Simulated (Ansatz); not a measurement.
Ga₁₆P₁₅ (cell charge +1, with a compensating background) (cell with a defect)

Input

```
crystal:
  lattice:
    - [5.4384489087, -5.4384489087, 5.4384489087]
    - [-5.4384489087, 5.4384489087, 5.4384489087]
    - [-5.4384489087, -5.4384489087, -5.4384489087]
  atoms:
    - { symbol: Ga, position: [0.2446973164, 0.226097213, 0.4948468994], spin: 0.5 }
    - { symbol: Ga, position: [0.4980027421, 0.248089978, 0.2479596639] }
    - { symbol: Ga, position: [0.7522750593, 0.2537434815, 0.0019567402] }
    - { symbol: Ga, position: [0.0017730477, 0.5000726834, 0.4997875332] }
    - { symbol: Ga, position: [0.2501259065, 0.5001768925, 0.2518228699] }
    - { symbol: Ga, position: [-0.0020272705, 0.2481904582, 0.7477476048] }
    - { symbol: Ga, position: [0.7499280422, 0.7519530568, 0.499797131] }
    - { symbol: Ga, position: [0.5016834224, 0.50006699, -0.0003625463] }
    - { symbol: Ga, position: [0.7498248924, 0.4999400561, 0.7516001626] }
    - { symbol: Ga, position: [0.0171842857, 0.7721034836, 0.2658887002], spin: 0.5 }
    - { symbol: Ga, position: [0.4796694415, 1.43688e-05, 0.5032872305], spin: 0.5 }
    - { symbol: Ga, position: [0.2501250629, 0.7520350485, -3.14562e-05] }
    - { symbol: Ga, position: [0.7476331093, 0.0002390594, 0.2513826479] }
    - { symbol: Ga, position: [0.4985177657, 0.7462361702, 0.7481819493] }
    - { symbol: Ga, position: [0.0014025948, 0.0002182687, -0.0024412246] }
    - { symbol: Ga, position: [0.2555481346, 0.0011442231, 0.7330488466], spin: 0.5 }
    - { symbol: P, position: [0.4960222561, 0.0001081893, 0.2549149662] }
    - { symbol: P, position: [0.7498614846, 1.10658e-05, -0.0002136421] }
    - { symbol: P, position: [0.0013657663, 0.2474198031, 0.4989754163] }
    - { symbol: P, position: [0.2491734121, 0.2474193773, 0.2511091035] }
    - { symbol: P, position: [0.0048032504, 0.0001184369, 0.7458628049] }
    - { symbol: P, position: [0.7498899136, 0.5000539292, 0.4997741521] }
    - { symbol: P, position: [0.4989524548, 0.2482817256, -0.0038863908] }
    - { symbol: P, position: [0.7458831315, 0.2479088588, 0.7483849143] }
    - { symbol: P, position: [0.0038771537, 0.5087544046, 0.2536776347] }
    - { symbol: P, position: [0.4980865866, 0.7523772861, 0.5005912166] }
    - { symbol: P, position: [0.2498461234, 0.5000066551, -0.0002284104] }
    - { symbol: P, position: [0.7537164797, 0.7527830253, 0.2516405713] }
    - { symbol: P, position: [0.4949647209, 0.4911781886, 0.7447744491] }
    - { symbol: P, position: [0.0018212228, 0.7527606284, 0.0034392994] }
    - { symbol: P, position: [0.2507893424, 0.7520025869, 0.747928314] }
  host:
    lattice:
      - [0.0, 2.7192244544, 2.7192244544]
      - [2.7192244544, 0.0, 2.7192244544]
      - [2.7192244544, 2.7192244544, 0.0]
    atoms:
      - { symbol: Ga, position: [0.0, 0.0, 0.0] }
      - { symbol: P, position: [0.25, 0.25, 0.25] }
total_charge: 1
basis:
  ecutwfc: 420
  xc_grid: 2
kpoints:
  mp_grid: { grid: [2, 2, 2], shift: [0.5, 0.5, 0.5] }
hamiltonian:
  xc: pbesol
scf:
  occupations: { method: gaussian, width: 0.02 }
  lower_state_search: "off"
output:
  forces: true
  stress: false
  eigenvalues: true
  populations: true
  charged_corrections:
    defect_position: [0.25, 0.0, 0.5]
    epsilon: [[12.621, 0.0, 0.0], [0.0, 12.621, 0.0], [0.0, 0.0, 12.621]]
  write_density: true
  write_potential: true
  elf: true
  volumetric_format: npy
magnetization:
  spin_polarized: true
relax:
  adjacent_minimum: "off"
  f_tol: 0.03
  max_steps: 40
```

Run with:

```sh
ansatz run input.yaml --threads 8 --pin off --max-ram 16384MiB --backend cpu --events-out ev --progress --plain --runs-dir out
```

The fields are those of the run's last geometry, not of the input's.

The program warned that a starting moment wasn't kept; spin-polarised, but the moments vanished.

Level of theory: DFT PBEsol, scalar-relativistic, plane waves, PAW (Ansatz 0.2.0).

In a PAW calculation such maps are meaningful between the atoms, not at the nuclei.

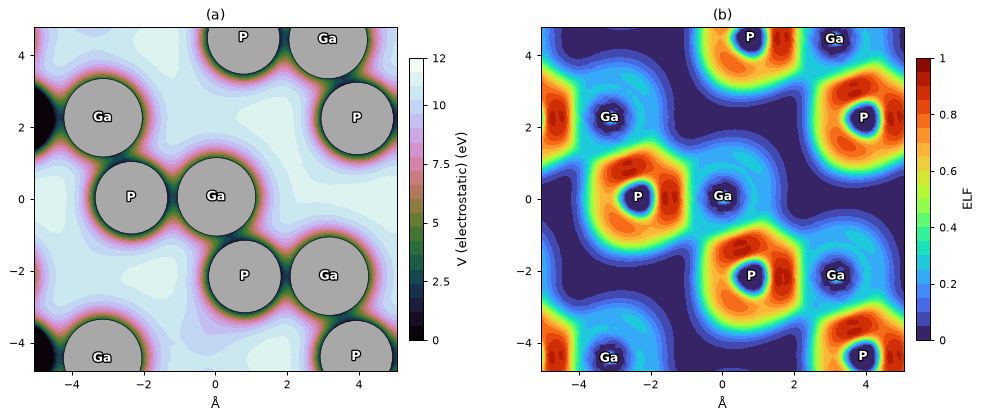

Figure 1. (a) electrostatic potential (local pseudopotential plus Hartree) felt by an electron; (b) ELF on the (100) plane of the calculation cell. Grey discs cover the atomic cores in the potential map.

Question: Describe what can be read from this map.

Answer: The section cuts through Ga and P sites.
Ga–P (2.34 Å): the ELF peaks at about 0.90 in the valence shell of P, 0.7 Å from its nucleus, and is about 0.75 at the midpoint.
Ga–P (2.36 Å): the ELF peaks at about 0.90 in the valence shell of P, 0.7 Å from its nucleus, and is about 0.75 at the midpoint.
Outside the cores the potential energy rises away from the atoms and is highest about 2.2 Å from the nearest atoms; its zero is arbitrary.

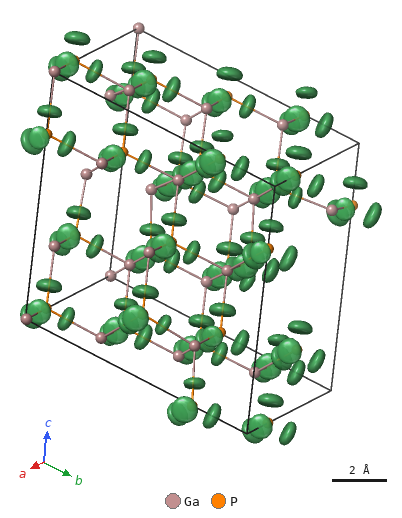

Figure 2. Isosurface of the ELF at 0.85 (green), seen slightly off an axis. Core shells and regions of very low density are left out. Sticks mark near contacts.

Question: Where are the electrons localised?

Answer: At this value the surface marks out 60 lobes of the valence shell of P pointing towards Ga (polar bonds), counted in one cell of 31 atoms. Regions shared between cells count once.


Ga–P (2.32 Å): the ELF peaks at about 0.90 in the valence shell of P, 0.8 Å from its nucleus, and is about 0.75 at the midpoint.

Question: Does the calculation give a band gap?

Answer: It is gapped, with a Kohn–Sham gap of 1.3 eV on the k-point mesh, an upper bound to the gap of this method.
